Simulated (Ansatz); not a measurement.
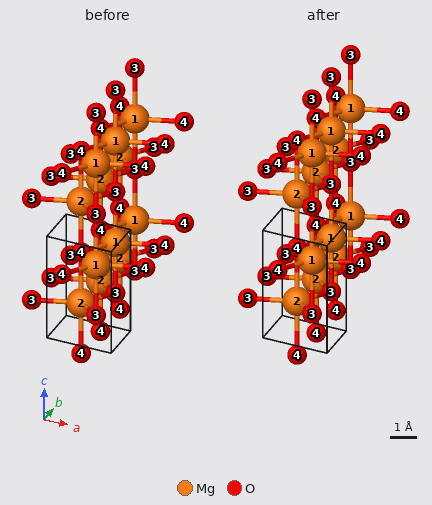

Left: a symmetric starting cell of MgO. Right: the same structure after one change, at the same scale. The picture is a ball-and-stick view of the cell of the calculation, repeated 1 × 3 × 2 with one cell outlined, seen slightly off an axis.

Theory: Ansatz 0.2.0, DFT PBE, scalar-relativistic, plane waves, PAW. Settings: plane-wave cutoff 420 eV; k-point mesh 9 × 9 × 6; occupations gaussian; smearing width 0.02 eV; no spin polarisation.

Question: Which change leads from the left to the right?

Answer: The cell is strained by +5.8 % along c and −0.2 % across it (volume +5.5 %), the atoms keeping their fractional coordinates. No relaxation follows. The starting cell wasn't computed here and needn't be at equilibrium, so pressure and forces aren't due to the change alone.

Question: What does the change do?

Answer: The pressure is −1.8 GPa (not all of it need come from the change, since the unchanged cell can be under pressure at this level too). The principal stresses (compression positive) are −6.3 GPa along c and 0.4 GPa across it. All forces vanish by symmetry. Near-neighbour distances before and after: Mg–O 2.089 → 2.211 Å. The space group stays P6_3/mmc (No. 194).
